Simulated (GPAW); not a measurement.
**Collinear magnetic orders of linear Cr chain, spacing 2.237 A with GPAW**

A self-consistent run ends on one state, which hangs on the start. Several orders of linear Cr chain, spacing 2.237 A are started in GPAW and their energies compared.

Method: PBE; plane waves with GPAW's PAW setups, scalar-relativistic, in GPAW 26.7.0.

## (1) The structure

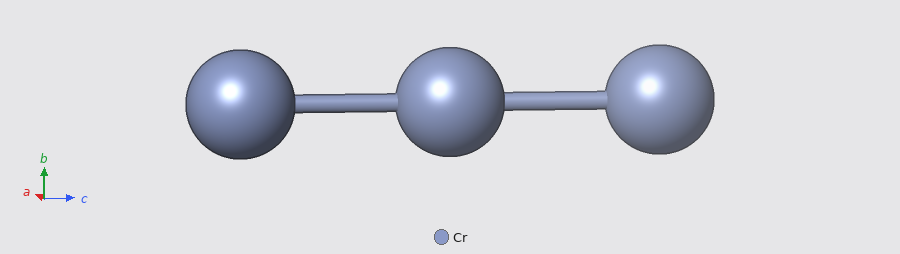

The starting structure, seen from the side, with the c axis across the page (chromium light blue). 1×1×2 cells are drawn. Some periodic images of atoms are drawn too.

The cell holds 1 atom: 1 Cr. Cell: a = 12.000 Å, b = 12.000 Å, c = 2.237 Å, α = 90.0°, β = 90.0°, γ = 90.0°. model lattice. Vacuum lies along a and b. The structure's axis is c.

## (2) Run 1 (ferro +)

Parallel moments need no larger cell; this start tests for a ferromagnetic state only.

The input, order1.py:

```python
import json
import numpy as np
from ase import Atoms
from ase.parallel import paropen, parprint
from gpaw import GPAW

atoms = Atoms(['Cr'],
    cell=[[12.0, 0.0, 0.0],
         [0.0, 12.0, 0.0],
         [0.0, 0.0, 2.237]],
    scaled_positions=[[0.5, 0.5, 0.0]],
    pbc=True,
    magmoms=[2.5])
atoms.calc = GPAW(mode={'name': 'pw', 'ecut': 550},
    xc='PBE',
    kpts={'size': (1, 1, 12), 'gamma': True},
    occupations={'name': 'fermi-dirac', 'width': 0.1},
    convergence={'density': 1e-05, 'energy': 1e-05},
    maxiter=200,
    symmetry={'tolerance': 1e-4},
    txt='order1.txt')
e = atoms.get_potential_energy(force_consistent=True)
res = {'free_energy': e, 'energy_sigma0': atoms.get_potential_energy(), 'fermi_energy': atoms.calc.get_fermi_level()}
res['moments'] = atoms.get_magnetic_moments().tolist()
res['total'] = atoms.get_magnetic_moment()
parprint('site moments (muB):', np.round(res['moments'], 3))
parprint(f"total moment: {res['total']:.3f} muB")
parprint(f'free energy: {e:.6f} eV')
atoms.calc.write('order1.gpw')
with paropen('results.json', 'w') as f:
    json.dump(res, f)
```

Command:

```console
OMP_NUM_THREADS=1 python3 order1.py > order1.log
```

Numbers of over 12 decimals in the logs are rounded to 6 here.

The program printed:

```text
site moments (muB): [2.713]
total moment: 3.527 muB
free energy: -5.491673 eV

--- order1.txt ---
Input parameters:
  mode=PW(ecut=550),
  convergence={'density': 1e-05, 'energy': 1e-05},
  kpts=MonkhorstPack(size=(1, 1, 12), gamma=True),
  maxiter=200,
  occupations=Occupations(name='fermi-dirac', width=0.1),
  symmetry=Symmetry(tolerance=0.0001),
  xc=XC(name='PBE')

Diagonalizing LCAO Hamiltonian
Converting LCAO to pw mode
        .----------------------------.
       /|                            |
      / |                            |
     /  .----------------------------.
    /  /                            /
   /  /                            /
  /  /                            /
 *  /              Cr            /
 | /                            /
 |/                            /
 *----------------------------*

Atoms  # Å, Bohr magnetons
|   | symbol |        x |        y |        z |    initial magnetic moments |
|---|--------|----------|----------|----------|-----------------------------|
| 0 |     Cr | 6.000000 | 6.000000 | 0.000000 | ( 0.0000,  0.0000,  2.5000) |

Unit cell  # Å
| periodic |         x |         y |        z |   lengths |    angles |
|----------|-----------|-----------|----------|-----------|-----------|
|      yes | 12.000000 |  0.000000 | 0.000000 | 12.000000 | 90.000000 |
|      yes |  0.000000 | 12.000000 | 0.000000 | 12.000000 | 90.000000 |
|      yes |  0.000000 |  0.000000 | 2.237000 |  2.237000 | 90.000000 |

Number of symmetries: 16

BZ-sampling:
  Number of BZ points: 12
  Number of IBZ points: 7

  Monkhorst-Pack size: [1, 1, 12]
  Monkhorst-Pack shift: [0.0, 0.0, 0.041667]

K-points  # in reciprocal-cell coordinates
|   |                                coordinates |     weight |
|---|--------------------------------------------|------------|
| 0 | (  0.00000000,   0.00000000,  -0.00000000) | 0.08333333 |
| 1 | (  0.00000000,   0.00000000,   0.08333333) | 0.16666667 |
| 2 | (  0.00000000,   0.00000000,   0.16666667) | 0.16666667 |
| 3 | (  0.00000000,   0.00000000,   0.25000000) | 0.16666667 |
| 4 | (  0.00000000,   0.00000000,   0.33333333) | 0.16666667 |
| 5 | (  0.00000000,   0.00000000,   0.41666667) | 0.16666667 |
| 6 | (  0.00000000,   0.00000000,   0.50000000) | 0.08333333 |

Plane wave coefficients: 9505
Cutoff: 550.0 eV

Spin-components: 2 (collinear spins)
Bands:           9
Projectors:      6
Spin-degeneracy: 1
Datatype:        complex128

Parallelization:
  kpt:    1
  domain: 1
  band:   1

Density:
  Valence electrons: 6.0
  Components: 2
  Grid points: [70 70 14]
  Charge: 0.0  # |e|

Potential:
  Grid points: [70 70 14]

species:
  Cr:
    name:    Chromium
    Z:       24.0
    valence: 6
    core:    18
    charge:  0.0  # [|e|]
    compensation charges:
      type: gauss
      rc: 0.35  # [Å]
      lmax: 2
    cutoffs:
      filter: 2.14  # [Å]
      core: 3.04  # [Å]
    projectors
    | kind |    occ | energy [eV] | rcut [Å] |
    |------|--------|-------------|----------|
    |   4s |  1.000 |      -4.007 |    1.164 |
    |   4p |  0.000 |      -0.989 |    1.217 |
    |   3d |  5.000 |      -2.913 |    1.111 |
    |    s |        |      23.205 |    1.164 |
    |    p |        |      26.223 |    1.217 |
    |    d |        |      24.299 |    1.111 |

    Using partial waves for Cr as LCAO basis

Reference energy: -28582.377450  # eV

eigensolver:
  PPCG
  Converge bands: occupied
  niter=2

density mixing:
  MSR1-Mixer
  Pratt-step length: 0.05
  Maximum mixing coefficient: 0.75
  Old densities: 10
  SVD Regularization: 0.005
  Good broyden scale: 1.0
  Trust region scale: 1.0
  Backstep threshold: 4.0
  History deletion threshold: 6.0
  Fourier metric: weight=20.0, sigma=0.015

occupation numbers:
  Fermi-Dirac:
    width: 0.1000  # eV

poisson solver:
  ecut: 4400.0  # eV

xc functional:
  name: PBE with 2 nearest neighbor stencil

convergence criteria:
- Maximum integral of absolute [dens]ity change: 1e-05 electrons / valence electron
- Maximum [total energy] change in last 3 cyles: 1e-05 eV / valence electron
- Maximum integral of absolute [eigenst]ate change: 4e-08 eV^2 / valence electron
maximum number of iterations: 200

SCF iterations
|iter     |      energy | eigst |  dens |  magmom |
|---------|-------------|-------|-------|---------|
|iter:   1|       0s |   -7.020171 | +0.57 |       |  +2.4961|
|iter:   2|       1s |   -6.357254 | -1.21 | -0.24 |  +2.5305|
|iter:   3|       2s |   -5.395845 | -0.02 | -0.31 |  +3.0210|
|iter:   4|       3s |   -5.406028 | -1.07 | -0.94 |  +3.0097|
|iter:   5|       4s |   -5.446254 | -1.87 | -1.03 |  +3.2090|
|iter:   6|       5s |   -5.451036 | -2.54 | -1.42 |  +3.3287|
|iter:   7|       6s |   -5.454295 | -3.01 | -1.73 |  +3.4586|
|iter:   8|       7s |   -5.455428 | -4.05 | -2.20 |  +3.5015|
|iter:   9|       8s |   -5.455997 | -4.69 | -2.56 |  +3.5249|
|iter:  10|       9s |   -5.456022 | -5.49 | -3.27 |  +3.5252|
|iter:  11|      10s |   -5.456066 | -5.90 | -3.66 |  +3.5273|
|iter:  12|      11s |   -5.456057c| -6.33 | -3.93 |  +3.5272|
|iter:  13|      12s |   -5.456051c| -6.78 | -4.31 |  +3.5271|
|iter:  14|      13s |   -5.456053c| -7.43c| -4.98 |  +3.5271|
|iter:  15|      14s |   -5.456052c| -7.65c| -5.21c|  +3.5271|

Converged in 15 steps
Energy contributions relative to reference atoms: (reference = -28582.377450)

Energy contributions:
  Kinetic:           0.938292
  Coulomb:          -2.092856
  Zero:              0.065012
  External:          0.000000
  Xc:               -4.330879
  Entropy:          -0.071242
  Spinorbit:         0.000000
  ----------------------------
  Free energy:      -5.491673
  Extrapolated:     -5.456052

dipole moment: (0.000065, 0.000065, -5.318934)  # |e|*Ang

Total magnetic moment: (0.000000, 0.000000, 3.527107)

Local magnetic moments
|        x |        y |        z |
|----------|----------|----------|
| 0.000000 | 0.000000 | 2.713273 |  # Cr   0

Fermi level: -3.247
Eigenvalues  # (at kpt = [0.000, 0.000, -0.000])
| band index |      eig [eV] | occ [0-1] |      eig [eV] | occ [0-1] |
|------------|---------------|-----------|---------------|-----------|
|          0 |        -7.317 |     1.000 |        -5.656 |     1.000 |
|          1 |        -5.392 |     1.000 |        -3.444 |     0.877 |
|          2 |        -4.554 |     1.000 |        -1.741 |     0.000 |
|          3 |        -4.554 |     1.000 |        -1.739 |     0.000 |
|          4 |        -2.323 |     0.000 |        -1.271 |     0.000 |
|          5 |        -2.323 |     0.000 |        -1.271 |     0.000 |
|          6 |        -1.840 |     0.000 |         0.331 |     0.000 |
|          7 |        -1.840 |     0.000 |         0.507 |     0.000 |
|          8 |         0.155 |     0.000 |         0.507 |     0.000 |

No gap
No difference between direct/indirect transitions
```

It took 18 s on 1 MPI rank of Intel Xeon 6975P-C (Granite Rapids), shared host; peak memory 0.33 GiB.

Spin moment in the augmentation sphere by atom:

```tsv
atom	spin moment in the augmentation sphere (μB)
Cr1	2.71
```

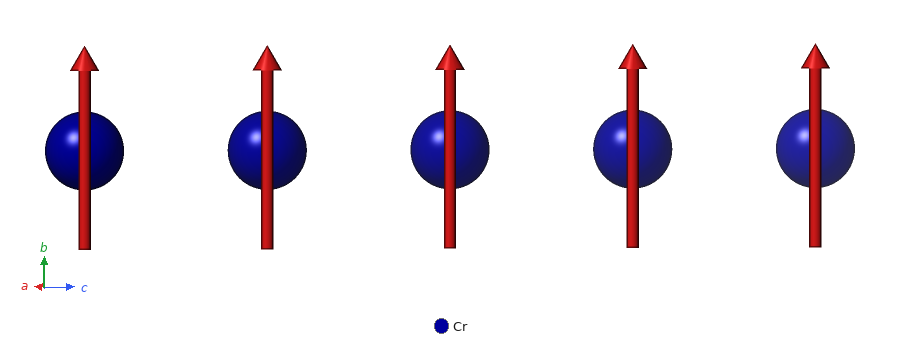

Spin moment in the augmentation sphere as arrows, the longest 2.71 μB. Up and down stand for the sign. Arrows give size and sign along the axis of quantisation, drawn up and down the page. 1×1×4 cells are drawn. Some periodic images of atoms are drawn too.

This step gave:

```
magnetization : 3.527 μB
final state   : ferromagnetic
```

After 15 cycles the largest moment stands at 2.71 μB.

[end of part 1 of 2]

[Logs and program files are shortened in this print: banners, set-up blocks, solver, clock and traceback lines can be left out without a mark of their own.]

[Logs are printed without paths, hosts, clocks, repeated set-up lines and the standing remarks that a program may print on its own settings, such as how far it seeks lower states.]

[Hosts, paths, dates, database ids (printed as entryN), source tags and the programs' standing remarks are cut or masked in the printed files.]

[Where a cell is said to come from a database of computed structures, the database is the Materials Project.]
